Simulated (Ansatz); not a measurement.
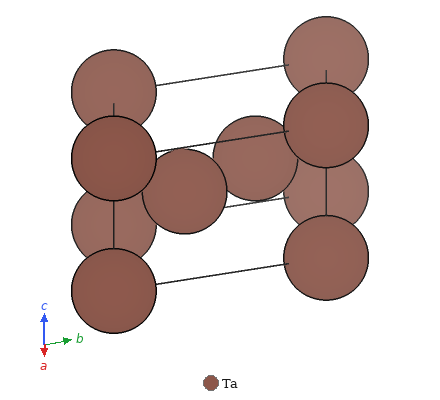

Ta (P6/mmm, No. 191): the geometry relaxed with Ansatz, DFT, RPBE, plane waves (420 eV) with PAW, scalar-relativistic; the starting structure was generated, so it need not be a known form of this composition.

```
CELL_PARAMETERS angstrom
4.89320 0.00000 0.00000
-2.44660 4.23763 0.00000
0.00000 0.00000 2.74749
ATOMIC_POSITIONS crystal
Ta 0.00000 0.00000 0.00000
Ta 0.33333 0.66667 0.50000
Ta 0.66667 0.33333 0.50000
```

Q: What will a Z-contrast image along [201] show? Simulated incoherent Z contrast: every atom adds Z^1.8 spread by a probe of 0.94 Å full width; channelling and multiple scattering are left out. The probe carries 25 % of its weight in a tail 2.5 times as wide. The display is stretched by a gamma of 0.8; percentages refer to the linear signal. Shot noise was added.

A: The columns repeat on a centred rectangular net of 1.32 × 2.83 Å (plane group c2mm). All columns are alike (Ta). The shortest distance between visible columns is 1.32 Å in projection. Along the beam the structure repeats every 10.16 Å.

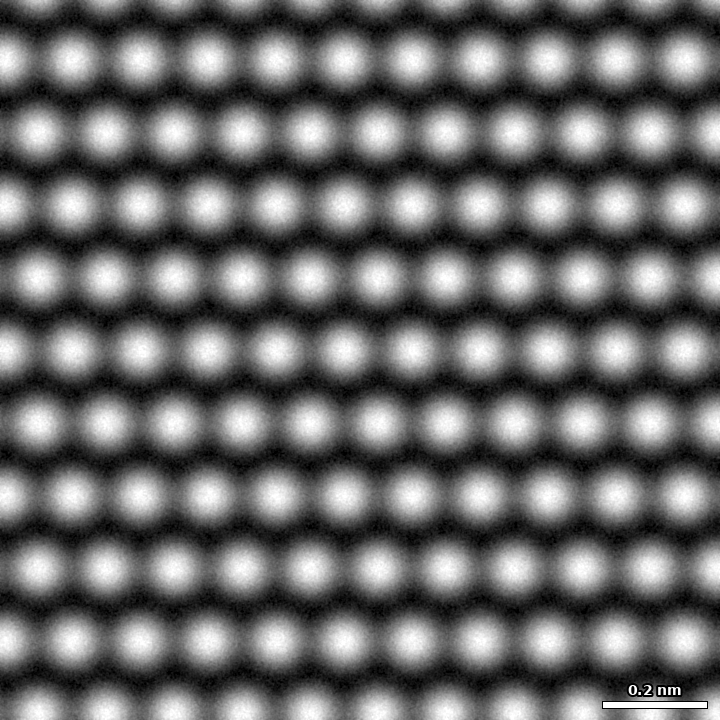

The simulated image.
